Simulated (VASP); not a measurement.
## Run report: HfO2, band-structure run (part 1 of 2)

- system: HfO2 (P4₂/mnm, 6 atoms in the cell)
- method: Kohn-Sham DFT of a periodic cell, r2SCAN, VASP PAW PBE potentials, recommended, no spin polarisation (VASP 6.6.1)

The structure derives from a Materials Project entry.

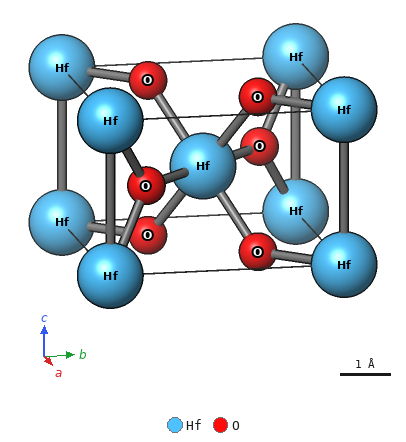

**Figure 1.** The input geometry (ball-and-stick view of the cell of the calculation, seen slightly off an axis). Near neighbours in the crystal (not all of them lie inside the picture): Hf has 2 Hf at 3.21 Å and 6 O at 2.08 Å; O has 3 Hf at 2.08 Å.

### INCAR
```
  PREC = Accurate
  ENCUT = 520
  EDIFF = 1E-6
  ISMEAR = -1
  SIGMA = 0.05
  LREAL = F
  LASPH = T
  NELM = 100
  ALGO = Normal
  ISIF = 2
  LWAVE = F
  LCHARG = F
  LMAXMIX = 4
  METAGGA = R2SCAN
  LMIXTAU = T
  NBANDS = 31
```

### KPOINTS
```
regular mesh
0
Gamma
  6 6 8
```

### KPOINTS_OPT
```
path GXMGZRAZ,XR,MA
10
line-mode
reciprocal
 0.0000000000  0.0000000000  0.0000000000  G
 0.0000000000  0.5000000000  0.0000000000  X

 0.0000000000  0.5000000000  0.0000000000  X
 0.5000000000  0.5000000000  0.0000000000  M

 0.5000000000  0.5000000000  0.0000000000  M
 0.0000000000  0.0000000000  0.0000000000  G

 0.0000000000  0.0000000000  0.0000000000  G
 0.0000000000  0.0000000000  0.5000000000  Z

 0.0000000000  0.0000000000  0.5000000000  Z
 0.0000000000  0.5000000000  0.5000000000  R

 0.0000000000  0.5000000000  0.5000000000  R
 0.5000000000  0.5000000000  0.5000000000  A

 0.5000000000  0.5000000000  0.5000000000  A
 0.0000000000  0.0000000000  0.5000000000  Z

 0.0000000000  0.5000000000  0.0000000000  X
 0.0000000000  0.5000000000  0.5000000000  R

 0.5000000000  0.5000000000  0.0000000000  M
 0.5000000000  0.5000000000  0.5000000000  A
```

### POSCAR
```
HfO2
1.0
    4.8135329900      0.0000000000      0.0000000000
    0.0000000000      4.8135329900      0.0000000000
    0.0000000000      0.0000000000      3.2054154100
Hf O
2 4
Direct
    0.5000000000      0.5000000000      0.5000000000
    0.0000000000      0.0000000000      0.0000000000
    0.8050448800      0.1949551200      0.5000000000
    0.6949551200      0.6949551200      0.0000000000
    0.3050448800      0.3050448800      0.0000000000
    0.1949551200      0.8050448800      0.5000000000
```

Run as:
```bash
cat potpaw_PBE.64/Hf_pv/POTCAR potpaw_PBE.64/O/POTCAR > POTCAR
mpirun -np 1 vasp_std > vasp.out
```

### OSZICAR
```
N       E                     dE             d eps       ncg     rms          rms(c)
DAV:   1     0.166069832945E+03    0.16607E+03   -0.25348E+04  3100   0.143E+03
DAV:   2    -0.146949138243E+03   -0.31302E+03   -0.30050E+03  3924   0.361E+02
DAV:   3    -0.161046664008E+03   -0.14098E+02   -0.14038E+02  3872   0.699E+01
DAV:   4    -0.161193299604E+03   -0.14664E+00   -0.14657E+00  3919   0.791E+00
DAV:   5    -0.161195220047E+03   -0.19204E-02   -0.19204E-02  3996   0.821E-01    0.888E+01
DAV:   6    -0.139474609345E+03    0.21721E+02   -0.31367E+01  3550   0.315E+01    0.683E+01
DAV:   7    -0.137933832592E+03    0.15408E+01   -0.34162E+00  3930   0.132E+01    0.264E+01
DAV:   8    -0.142466641986E+03   -0.45328E+01   -0.25379E+00  3618   0.121E+01    0.571E+00
DAV:   9    -0.135544735705E+03    0.69219E+01   -0.22790E+00  3380   0.936E+00    0.614E+00
DAV:  10    -0.137257031949E+03   -0.17123E+01   -0.11703E+00  3464   0.717E+00    0.316E+00
DAV:  11    -0.137270871385E+03   -0.13839E-01   -0.16133E-02  3677   0.967E-01    0.142E+00
DAV:  12    -0.137316190665E+03   -0.45319E-01   -0.36573E-03  3471   0.481E-01    0.753E-01
DAV:  13    -0.137378310394E+03   -0.62120E-01   -0.14430E-02  3198   0.998E-01    0.557E-01
DAV:  14    -0.137379837828E+03   -0.15274E-02   -0.27210E-03  3660   0.497E-01    0.323E-01
DAV:  15    -0.137384610620E+03   -0.47728E-02   -0.12421E-03  3268   0.322E-01    0.634E-02
DAV:  16    -0.137384993787E+03   -0.38317E-03   -0.98062E-05  3710   0.787E-02    0.449E-02
DAV:  17    -0.137384978568E+03    0.15219E-04   -0.29516E-05  3324   0.456E-02    0.488E-02
DAV:  18    -0.137385045636E+03   -0.67068E-04   -0.26985E-05  3282   0.469E-02    0.691E-02
DAV:  19    -0.137385048330E+03   -0.26937E-05   -0.19526E-06  3068   0.109E-02    0.360E-02
DAV:  20    -0.137385054478E+03   -0.61485E-05   -0.19223E-06  2696   0.109E-02    0.119E-02
DAV:  21    -0.137385058039E+03   -0.35604E-05   -0.94254E-07  2275   0.865E-03    0.490E-03
DAV:  22    -0.137385057979E+03    0.60213E-07   -0.12611E-07  1823   0.267E-03
   1 F= -.13738506E+03 E0= -.13738506E+03  d E =-.319679E-10
       N       E                     dE             ncg
DAV:   1    -0.827745273221E+04   -0.49494E+05     3100
DAV:   2    -0.230655315171E+05   -0.14788E+05     3899
DAV:   3    -0.237797468167E+05   -0.71422E+03     3851
DAV:   4    -0.237893290680E+05   -0.95823E+01     3923
DAV:   5    -0.237895034788E+05   -0.17441E+00     4015
DAV:   6    -0.237895073069E+05   -0.38281E-02     3955
DAV:   7    -0.237895074315E+05   -0.12457E-03     4014
DAV:   8    -0.237895074366E+05   -0.51353E-05     3070
DAV:   9    -0.237895074369E+05   -0.33588E-06     2565
       N       E                     dE             ncg
DAV:   1     0.911823154450E+04   -0.66207E+05     2480
DAV:   2    -0.281064233094E+04   -0.11929E+05     3081
DAV:   3    -0.337519788423E+04   -0.56456E+03     3073
DAV:   4    -0.338273223961E+04   -0.75344E+01     3190
DAV:   5    -0.338285430534E+04   -0.12207E+00     3192
DAV:   6    -0.338285733053E+04   -0.30252E-02     3243
DAV:   7    -0.338285744036E+04   -0.10983E-03     3201
DAV:   8    -0.338285744538E+04   -0.50199E-05     2635
DAV:   9    -0.338285744566E+04   -0.28102E-06     2066
```

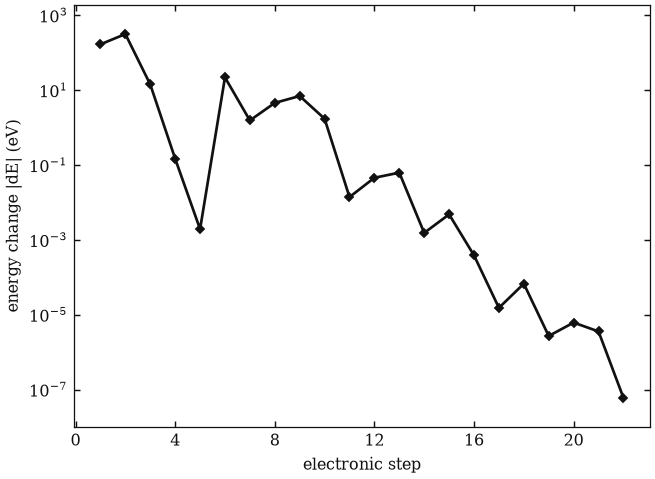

**Figure 2.** Convergence of the self-consistent field: energy change |dE| against the electronic step. It takes 22 electronic steps. The density is held fixed in the first few steps, and dE rises again when its update begins.

### Parts of OUTCAR
```
PREC = Accurate
   ENCUT = 520
   EDIFF = 1E-6
   ISMEAR = -1
   LREAL = F
   LASPH = T
   NELM = 100
   ISIF = 2
   METAGGA = R2SCAN

 ion  position               nearest neighbor table
   1  0.500  0.500  0.500-   3 2.08   6 2.08   5 2.08   4 2.08   4 2.08   5 2.08   2 3.76   2 3.76
                             2 3.76   2 3.76   2 3.76   2 3.76   2 3.76   2 3.76
   2  0.000  0.000  0.000-   4 2.08   5 2.08   3 2.08   6 2.08   3 2.08   6 2.08   1 3.76   1 3.76
                             1 3.76   1 3.76   1 3.76   1 3.76   1 3.76   1 3.76
   3  0.805  0.195  0.500-   1 2.08   2 2.08   2 2.08
   4  0.695  0.695  0.000-   2 2.08   1 2.08   1 2.08
   5  0.305  0.305  0.000-   2 2.08   1 2.08   1 2.08
   6  0.195  0.805  0.500-   1 2.08   2 2.08   2 2.08

  LATTYP: Found a simple tetragonal cell.
 ALAT       =     4.8135329900
 C/A-ratio  =     0.6659174076

  Lattice vectors:

 A1 = (   4.8135329900,   0.0000000000,   0.0000000000)
 A2 = (   0.0000000000,   4.8135329900,   0.0000000000)
 A3 = (   0.0000000000,   0.0000000000,   3.2054154100)

Analysis of symmetry for initial positions (statically):
=====================================================================
 Subroutine PRICEL returns:
 Original cell was already a primitive cell.

 Routine SETGRP: Setting up the symmetry group for a
 simple tetragonal supercell.

 Subroutine GETGRP returns: Found 16 space group operations
 (whereof  8 operations were pure point group operations)
 out of a pool of 16 trial point group operations.

The static configuration has the point symmetry D_2h.
 The point group associated with its full space group is D_4h.

Analysis of symmetry for dynamics (positions and initial velocities):
=====================================================================
 Subroutine PRICEL returns:
 Original cell was already a primitive cell.

 Routine SETGRP: Setting up the symmetry group for a
 simple tetragonal supercell.

 Subroutine GETGRP returns: Found 16 space group operations
 (whereof  8 operations were pure point group operations)
 out of a pool of 16 trial point group operations.

The dynamic configuration has the point symmetry D_2h.
 The point group associated with its full space group is D_4h.

 Subroutine INISYM returns: Found 16 space group operations
 (whereof  8 operations are pure point group operations),
 and found     1 'primitive' translations

----------------------------------------------------------------------------------------

                                     Primitive cell

  volume of cell :      74.2698

  direct lattice vectors                    reciprocal lattice vectors
     4.813532990  0.000000000  0.000000000     0.207747615  0.000000000  0.000000000
     0.000000000  4.813532990  0.000000000     0.000000000  0.207747615  0.000000000
     0.000000000  0.000000000  3.205415410     0.000000000  0.000000000  0.311972045

  length of vectors
     4.813532990  4.813532990  3.205415410     0.207747615  0.207747615  0.311972045

  position of ions in fractional coordinates (direct lattice)
     0.500000000  0.500000000  0.500000000
     0.000000000  0.000000000  0.000000000
     0.805044880  0.194955120  0.500000000
     0.694955120  0.694955120  0.000000000
     0.305044880  0.305044880  0.000000000
     0.194955120  0.805044880  0.500000000

  ion indices of the primitive-cell ions
   primitive index   ion index
                 1           1
                 2           2
                 3           3
                 4           4
                 5           5
                 6           6

----------------------------------------------------------------------------------------

 KPOINTS: regular mesh

Automatic generation of k-mesh.
 Grid dimensions read from file:
 generate k-points for:    6    6    8

 Generating k-lattice:

  Cartesian coordinates                     Fractional coordinates (reciprocal lattice)
     0.034624603  0.000000000  0.000000000     0.166666667  0.000000000  0.000000000
     0.000000000  0.034624603  0.000000000     0.000000000  0.166666667  0.000000000
     0.000000000  0.000000000  0.038996506     0.000000000  0.000000000  0.125000000

  Length of vectors
     0.034624603  0.034624603  0.038996506

  Shift w.r.t. Gamma in fractional coordinates (k-lattice)
     0.000000000  0.000000000  0.000000000

 Subroutine IBZKPT returns following result:
 ===========================================

 Found     50 irreducible k-points:

 Following reciprocal coordinates:
            Coordinates               Weight
  0.000000  0.000000  0.000000      1.000000
  0.166667  0.000000  0.000000      4.000000
  0.333333  0.000000  0.000000      4.000000
  0.500000  0.000000  0.000000      2.000000
  0.166667  0.166667  0.000000      4.000000
  0.333333  0.166667  0.000000      8.000000
  0.500000  0.166667  0.000000      4.000000
  0.333333  0.333333  0.000000      4.000000
  0.500000  0.333333  0.000000      4.000000
  0.500000  0.500000  0.000000      1.000000
  0.000000  0.000000  0.125000      2.000000
  0.166667  0.000000  0.125000      8.000000
  0.333333  0.000000  0.125000      8.000000
  0.500000  0.000000  0.125000      4.000000
  0.166667  0.166667  0.125000      8.000000
  0.333333  0.166667  0.125000     16.000000
  0.500000  0.166667  0.125000      8.000000
  0.333333  0.333333  0.125000      8.000000
  0.500000  0.333333  0.125000      8.000000
  0.500000  0.500000  0.125000      2.000000
  0.000000  0.000000  0.250000      2.000000
  0.166667  0.000000  0.250000      8.000000
  0.333333  0.000000  0.250000      8.000000
  0.500000  0.000000  0.250000      4.000000
 [... further k-points ...]
```
